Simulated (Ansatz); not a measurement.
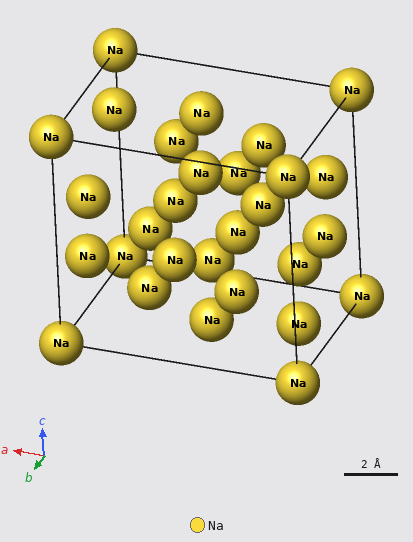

Fig. 1: The structure as given in the input (spheres-only view of the cell of the calculation, seen at an oblique angle).

## Geometry relaxation of Na (part 1 of 2)

System: Na (defect cell, 19 atoms in the cell).
Method: DFT PBE, scalar-relativistic, plane waves, PAW, no spin polarisation (Ansatz 0.2.0).

The structure derives from a Materials Project entry. It belongs to a series of runs on one base structure; here: Na vacancy (site a), charge +0, atoms relaxed at the host's cell.

**Log**
```
Engine: ansatz 0.2.0, x86_64-unknown-linux-gnu
Pseudopotentials: kind: paw
Pseudopotential: Na, paw, valence charge 9, recommended cutoff 420 eV (normal), Na.paw.azcp
Functional definition: PBE
  parameter kappa = 0.804
  parameter beta = 0.06672455060314922
  exchange = pbe_x(kappa = kappa, mu = beta*pi^2/3)
  correlation = pbe_c(beta = beta)
Crystal: 19 atoms, lattice volume = 739.072 Å³
Basis set: ecut = 420 eV, 14409 PW (Γ), exchange–correlation on 128×128×128 points (8 copies of the dense FFT grid, shifted against one another)
Bands: 105, of which v1, the nominal top of the filled ones, is band 86 counted from 1 (85 counted from 0)
Symmetry: 12 space group operations
Space group: R-3m (ITA 166), of the structure as read, at distance tolerance 9.0e-5 Å
k-points: 6 of 27
Non-local potential: Na, projectors of the file, l = 0: 3, l = 1: 2, l = 2: 1
PAW form: soft (Blöchl's): semilocal exchange-correlation on the pseudo side does not see the compensation charge
PAW one-centre angular grid: Na, 110 points (default); XC on 64 Gauss nodes
Initial density: superposition of atomic densities (neutral atoms: chi_scale 0, normalization atom), corrected by the library's trained network
Initial wavefunctions: pseudopotential atomic-orbital guess
Functional: x = pbe(κ = 0.804, μ = 0.2195149727645171), c = pbe(β = 0.06672455060314922)
SCF iter   1: F=—  HF=-28241.406820 eV  |F-HF|=—  |Δ(HF+E_count)|=         —  Δρ=9.71e-4  dr2=8.21e-2  ethr=1.77e-3  ⟨swp⟩=10.0  Hψ=2661  notcnv=0
preconditioner: auto → LDOS  [metal: Δε(μ)=0.029 eV  Ē_g=3.075 eV  σ=0.100 eV  W_gap=0.16  n_scr=130 (ndim 8)  ℏωp=6.0 eV  f_vac=0.018  D(μ)=15.55/eV (n_scr^D=92)  β→1.0]
SCF iter   2: F=—  HF=-28241.387233 eV  |F-HF|=—  |Δ(HF+E_count)|=   1.96e-2  Δρ=6.18e-4  dr2=1.27e-2  ethr=4.80e-5  ⟨swp⟩=2.0  Hψ=1005  notcnv=0  defer=1
SCF iter   3: F=—  HF=-28241.386427 eV  |F-HF|=—  |Δ(HF+E_count)|=   8.05e-4  Δρ=7.01e-4  dr2=3.28e-3  ethr=7.40e-6  ⟨swp⟩=2.0  Hψ=1067  notcnv=0  defer=1
SCF iter   4: F=—  HF=-28241.384912 eV  |F-HF|=—  |Δ(HF+E_count)|=   1.52e-3  Δρ=9.03e-5  dr2=2.60e-4  ethr=1.92e-6  ⟨swp⟩=2.0  Hψ=1063  notcnv=0  defer=1
iter 5 did not close the SCF: its close was put off for the readings that it lacked (scf_convergence_deferred on its scf_iter line)
SCF iter   5: F=-28241.384917 eV  HF=-28241.384917 eV  |F-HF|=2.89e-7  |Δ(HF+E_count)|=   4.73e-6  Δρ=2.62e-5  dr2=1.18e-5  ethr=1.52e-7  ⟨swp⟩=2.0  Hψ=639  notcnv=0  defer=1
SCF iter   6: F=-28241.384919 eV  HF=-28241.384919 eV  |F-HF|=9.84e-8  |Δ(HF+E_count)|=   2.39e-6  Δρ=7.35e-6  dr2=3.72e-7  ethr=6.88e-9  ⟨swp⟩=10.2  Hψ=3397  notcnv=0
SCF 1 converged in 6 iterations: F = -28241.384919 eV  dr2 = 3.72e-7
  greatest PAW one-centre occupation: 0.999 electrons in one spin orbital (limit 2), on the Na atom at site 18 (counted from 0), in its partial waves of l = 0
relax step   1: F+E_penalty+E_count = -28241.38491893 eV  Δ(F+E_penalty+E_count) = +0.000e0 eV  max|allowed force component| = 4.684e-2 eV/Å  Δτ_max = 0.0000 Å  (6 SCF iters, dr2 threshold 1.56e-5 eV, accepted)
Initial density: handed on by an earlier stage of this run
Initial wavefunctions: those handed on with the density
iter 1 solved again at ethr=2.78e-7 eV; its pass at ethr=3.10e-3 eV (dr2=4.76e-4 eV) is discarded
SCF iter   1: F=—  HF=-28241.396045 eV  |F-HF|=—  |Δ(HF+E_count)|=         —  Δρ=9.16e-5  dr2=5.00e-4  ethr=2.78e-7  ⟨swp⟩=3.0  Hψ=1665  notcnv=0  defer=59
preconditioner: auto → LDOS  [metal: Δε(μ)=0.028 eV  Ē_g=3.076 eV  σ=0.100 eV  W_gap=0.16  n_scr=130 (ndim 8)  ℏωp=6.0 eV  f_vac=0.017  D(μ)=16.18/eV (n_scr^D=92)  β→1.0]
SCF iter   2: F=—  HF=-28241.395956 eV  |F-HF|=—  |Δ(HF+E_count)|=   8.82e-5  Δρ=3.37e-5  dr2=3.77e-5  ethr=2.78e-7  ⟨swp⟩=2.0  Hψ=632  notcnv=0  defer=59
SCF iter   3: F=—  HF=-28241.396296 eV  |F-HF|=—  |Δ(HF+E_count)|=   3.39e-4  Δρ=1.42e-5  dr2=6.07e-6  ethr=2.20e-8  ⟨swp⟩=2.0  Hψ=635  notcnv=0  defer=59
SCF iter   4: F=—  HF=-28241.396295 eV  |F-HF|=—  |Δ(HF+E_count)|=   7.81e-7  Δρ=9.76e-6  dr2=6.70e-7  ethr=3.55e-9  ⟨swp⟩=2.0  Hψ=1094  notcnv=0  defer=59
SCF iter   5: F=—  HF=-28241.396295 eV  |F-HF|=—  |Δ(HF+E_count)|=   2.39e-7  Δρ=2.77e-6  dr2=1.13e-7  ethr=5.85e-11  ⟨swp⟩=10.7  Hψ=2832  notcnv=0
SCF iter   6: F=-28241.396295 eV  HF=-28241.396295 eV  |F-HF|=6.98e-10  |Δ(HF+E_count)|=   5.60e-9  Δρ=3.56e-7  dr2=3.05e-9  ethr=5.85e-11  ⟨swp⟩=4.0  Hψ=1762  notcnv=0
SCF 2 converged in 6 iterations: F = -28241.396295 eV  dr2 = 3.05e-9
relax step   2: F+E_penalty+E_count = -28241.39629476 eV  Δ(F+E_penalty+E_count) = -1.138e-2 eV  max|allowed force component| = 3.833e-2 eV/Å  Δτ_max = 0.0251 Å  (6 SCF iters, accepted)
SCF iter   1: F=—  HF=-28241.430160 eV  |F-HF|=—  |Δ(HF+E_count)|=         —  Δρ=6.37e-4  dr2=2.23e-2  ethr=1.23e-4  ⟨swp⟩=5.0  Hψ=1534  notcnv=0  defer=59
preconditioner: auto → LDOS  [metal: Δε(μ)=0.021 eV  Ē_g=3.070 eV  σ=0.100 eV  W_gap=0.12  n_scr=130 (ndim 8)  ℏωp=6.0 eV  f_vac=0.010  D(μ)=15.33/eV (n_scr^D=92)  β→1.0]
SCF iter   2: F=—  HF=-28241.425699 eV  |F-HF|=—  |Δ(HF+E_count)|=   4.46e-3  Δρ=2.19e-4  dr2=1.23e-3  ethr=1.31e-5  ⟨swp⟩=1.8  Hψ=737  notcnv=0  defer=59
SCF iter   3: F=—  HF=-28241.425873 eV  |F-HF|=—  |Δ(HF+E_count)|=   1.75e-4  Δρ=6.62e-5  dr2=1.62e-4  ethr=7.20e-7  ⟨swp⟩=2.0  Hψ=632  notcnv=0  defer=59
SCF iter   4: F=—  HF=-28241.425858 eV  |F-HF|=—  |Δ(HF+E_count)|=   1.57e-5  Δρ=3.02e-5  dr2=8.78e-6  ethr=9.46e-8  ⟨swp⟩=2.0  Hψ=976  notcnv=0  defer=59
SCF iter   5: F=—  HF=-28241.426149 eV  |F-HF|=—  |Δ(HF+E_count)|=   2.92e-4  Δρ=1.88e-5  dr2=1.91e-6  ethr=5.13e-9  ⟨swp⟩=2.0  Hψ=1086  notcnv=0  defer=59
SCF iter   6: F=-28241.426148 eV  HF=-28241.426148 eV  |F-HF|=1.61e-8  |Δ(HF+E_count)|=   7.96e-7  Δρ=2.59e-6  dr2=9.01e-8  ethr=5.85e-11  ⟨swp⟩=9.3  Hψ=3405  notcnv=0
SCF 3 converged in 6 iterations: F = -28241.426148 eV  dr2 = 9.01e-8
relax step   3: F+E_penalty+E_count = -28241.42614836 eV  Δ(F+E_penalty+E_count) = -2.985e-2 eV  max|allowed force component| = 2.131e-2 eV/Å  Δτ_max = 0.1486 Å  (6 SCF iters, accepted)
SCF iter   1: F=—  HF=-28241.426688 eV  |F-HF|=—  |Δ(HF+E_count)|=         —  Δρ=1.89e-4  dr2=3.44e-3  ethr=8.24e-6  ⟨swp⟩=3.0  Hψ=1122  notcnv=0  defer=58
preconditioner: auto → Kerker (q_TF=auto, 2.138 Å⁻¹)  [metal: Δε(μ)=0.019 eV  Ē_g=3.075 eV  σ=0.100 eV  W_gap=0.11  n_scr=130 (ndim 8)  ℏωp=6.0 eV  f_vac=0.009  D(μ)=15.57/eV (n_scr^D=92)]
SCF iter   2: F=—  HF=-28241.426500 eV  |F-HF|=—  |Δ(HF+E_count)|=   1.89e-4  Δρ=1.37e-4  dr2=1.98e-3  ethr=2.01e-6  ⟨swp⟩=1.0  Hψ=726  notcnv=0  defer=58
SCF iter   3: F=—  HF=-28241.426196 eV  |F-HF|=—  |Δ(HF+E_count)|=   3.03e-4  Δρ=5.56e-5  dr2=3.71e-4  ethr=1.16e-6  ⟨swp⟩=2.0  Hψ=620  notcnv=0  defer=58
SCF iter   4: F=—  HF=-28241.426114 eV  |F-HF|=—  |Δ(HF+E_count)|=   8.24e-5  Δρ=1.95e-5  dr2=6.73e-6  ethr=2.17e-7  ⟨swp⟩=2.0  Hψ=632  notcnv=0  defer=58
SCF iter   5: F=—  HF=-28241.426393 eV  |F-HF|=—  |Δ(HF+E_count)|=   2.79e-4  Δρ=7.58e-6  dr2=1.17e-6  ethr=3.94e-9  ⟨swp⟩=2.0  Hψ=636  notcnv=0  defer=58
SCF iter   6: F=—  HF=-28241.426393 eV  |F-HF|=—  |Δ(HF+E_count)|=   1.15e-7  Δρ=3.46e-6  dr2=3.09e-7  ethr=6.82e-10  ⟨swp⟩=2.0  Hψ=896  notcnv=0  defer=58
SCF iter   7: F=-28241.426393 eV  HF=-28241.426393 eV  |F-HF|=1.49e-8  |Δ(HF+E_count)|=   7.42e-9  Δρ=1.50e-6  dr2=6.64e-8  ethr=5.85e-11  ⟨swp⟩=11.2  Hψ=2371  notcnv=0
SCF 4 converged in 7 iterations: F = -28241.426393 eV  dr2 = 6.64e-8
relax step   4: F+E_penalty+E_count = -28241.42639263 eV  Δ(F+E_penalty+E_count) = -2.443e-4 eV  max|allowed force component| = 2.008e-2 eV/Å  Δτ_max = 0.0383 Å  (7 SCF iters, accepted)
```

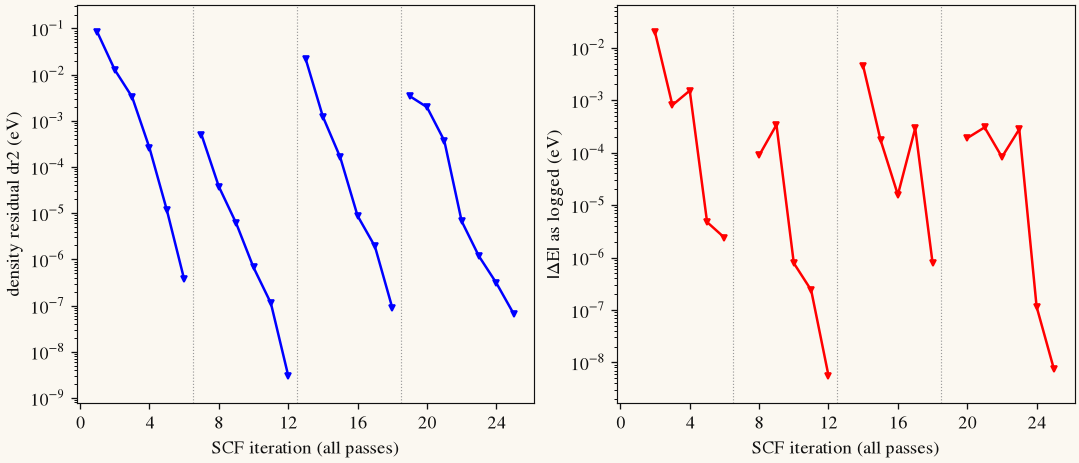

Fig. 2: Convergence of the self-consistent field: density residual dr2 and size of the energy change against the SCF iteration. The dotted lines part the SCF passes of the relaxation: geometry steps, rejected trials and re-solves on a re-selected basis. The passes take 6, 6, 6 and 7 iterations.

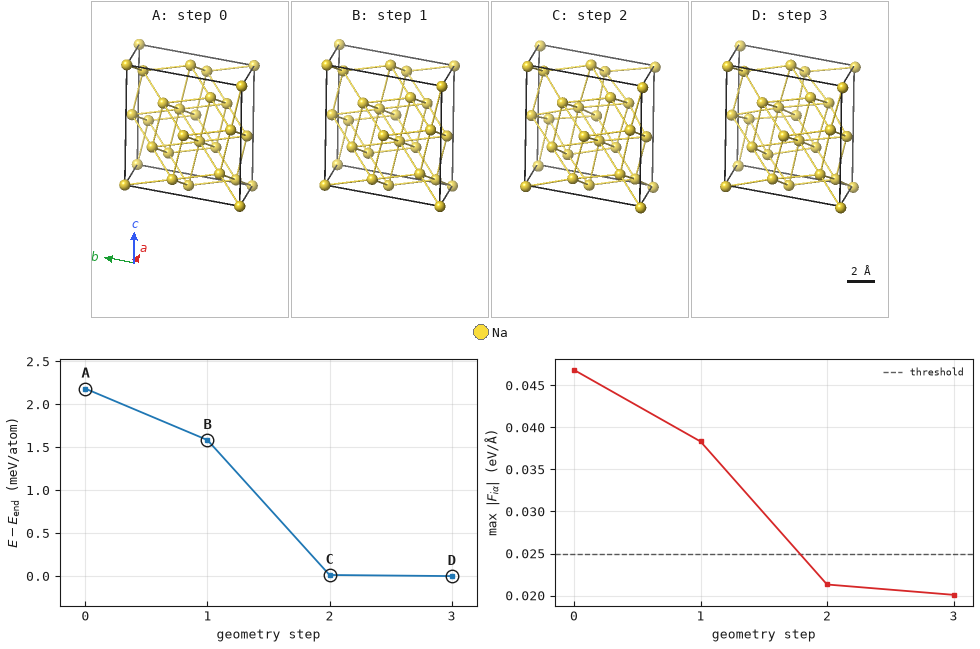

Fig. 3: Frames of the relaxation (ball-and-stick view of the cell of the calculation, seen at an oblique angle) above the curves, on which the letters mark them (the first geometry is step 0 here and step 1 in the log).

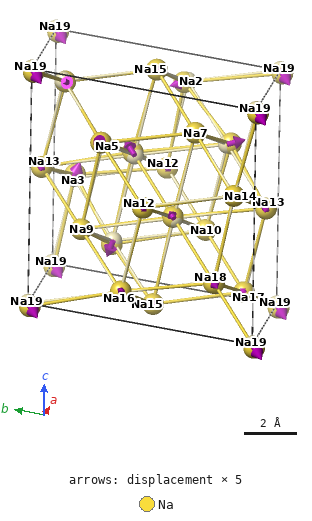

Fig. 4: Start (faint) and end (solid) with the displacements as pink arrows, magnified 5 times (ball-and-stick view of the cell of the calculation, seen at an oblique angle). Over 3 geometry steps the energy falls by 2.2 meV per atom. Largest force component: 0.047 eV/Å at the start, 0.02 eV/Å at the end. The largest moves, 0.18 Å, are those of Na4 and Na19. The cell stays as it was. Among the contacts that change: Na1–Na19 3.634 → 3.847 Å, Na11–Na18 3.634 → 3.802 Å, Na18–Na19 3.634 → 3.728 Å, Na1–Na5 3.634 → 3.696 Å. (Atoms are counted from 1 in the order of the input.)

```
SCF converged after 7 iterations
Free energy (F): -28241.426393 eV
Harris-Foulkes:  -28241.426393 eV  (|F-HF|=1.49e-8)
Internal energy: -28241.348367 eV  (E = F + TS)
E sigma→0 (E₀):  -28241.387380 eV
Entropy (-TS):   -0.078026 eV (-4.107 meV/atom)
Fermi energy:    1.599847 eV
--- Per-component energies (eV) ---
  E_band       = -4621.299497
  E_kinetic    = 2282.087201
  E_local      = -27882.778263  (includes V_loc(G=0)·N_el)
  E_nonlocal   = 2186.781665
  E_hartree    = 10243.099879
  E_xc         = -727.690141
  E_vxc        = -934.951332  (∫ρ·V_xc dr)
  E_paw        = -5000.151782  (= ΣΔE_a)
  E_vpaw       = -758.645464  (= ΣTr[D̂ρ^β])
  E_aug_tail   = -0.000604  (compensation charges beyond the density's cutoff)
  E_ewald      = -9342.696321
  E_smearing   = -0.078026  (= −TS)
  E_closure    = -0.000000  (closes the sum)
  Σ components = -28241.426393   (vs F -28241.426393, Δ=0.00e0)
--- Forces (eV/Å), atoms counted from 1 ---
  atom   1  Na     0.00163844     0.00163844    -0.00785418
  atom   2  Na     0.00163844    -0.00785418     0.00163844
  atom   3  Na    -0.00785418     0.00163844     0.00163844
  atom   4  Na     0.00495127     0.00495127     0.00495127
  atom   5  Na    -0.00163844    -0.00163844     0.00785418
  atom   6  Na    -0.00163844     0.00785418    -0.00163844
  atom   7  Na    -0.00000000     0.00000000     0.00000000
  atom   8  Na     0.00785418    -0.00163844    -0.00163844
  atom   9  Na     0.00000000    -0.00000000    -0.00000000
  atom  10  Na     0.00000000     0.00000000     0.00000000
  atom  11  Na     0.00682542     0.00682542     0.00682542
  atom  12  Na    -0.00450971    -0.00450971     0.02008253
  atom  13  Na    -0.00450971     0.02008253    -0.00450971
  atom  14  Na    -0.02008253     0.00450971     0.00450971
  atom  15  Na     0.02008253    -0.00450971    -0.00450971
  atom  16  Na     0.00450971    -0.02008253     0.00450971
  atom  17  Na     0.00450971     0.00450971    -0.02008253
  atom  18  Na    -0.00682542    -0.00682542    -0.00682542
  atom  19  Na    -0.00495127    -0.00495127    -0.00495127
  max |Σ_I F_I| component: 2.60e-18 eV/Å
--- Band table (eV; the first three rows and the last of 6) ---
  k-point 0: bands = ["-51.5707", "-51.5705", "-51.5348", "-51.5348", "-51.4883", "-51.4880", "-51.4880", "-51.4874", "-51.4874", "-51.4873", "-51.4873", "-51.4872", "-51.4871", "-51.4800", "-51.4798", "-51.4798", "-51.4793", "-51.4793", "-51.4790", "-23.4955", "-23.4937", "-23.4937", "-23.4912", "-23.4912", "-23.4882", "-23.4579", "-23.4573", "-23.4554", "-23.4554", "-23.4548", "-23.4548", "-23.4240", "-23.4189", "-23.4179", "-23.4179", "-23.4169", "-23.4169", "-23.4161", "-23.4161", "-23.4158", "-23.4155", "-23.4145", "-23.4145", "-23.4143", "-23.4143", "-23.4140", "-23.4093", "-23.4093", "-23.4078", "-23.4076", "-23.4070", "-23.4070", "-23.4052", "-23.4038", "-23.4038", "-23.4029", "-23.4010", "-23.4010", "-23.4010", "-23.4000", "-23.4000", "-23.3989", "-23.3989", "-23.3977", "-23.3976", "-23.3976", "-23.3955", "-23.3944", "-23.3940", "-23.3940", "-23.3928", "-23.3928", "-23.3902", "-23.3873", "-23.3873", "-23.3856", "-1.6539", "0.2031", "0.2031", "0.2193", "0.2193", "0.2626", "0.4221", "1.5305", "1.5305", "1.5903", "1.5903", "1.6499", "1.7734", "2.3006", "2.4323", "2.4523", "2.4523", "2.4545", "2.8113", "2.8113", "3.0056", "4.0995", "4.0995", "4.1816", "4.1816", "5.0975", "5.1719", "5.3817", "5.3817"]
```
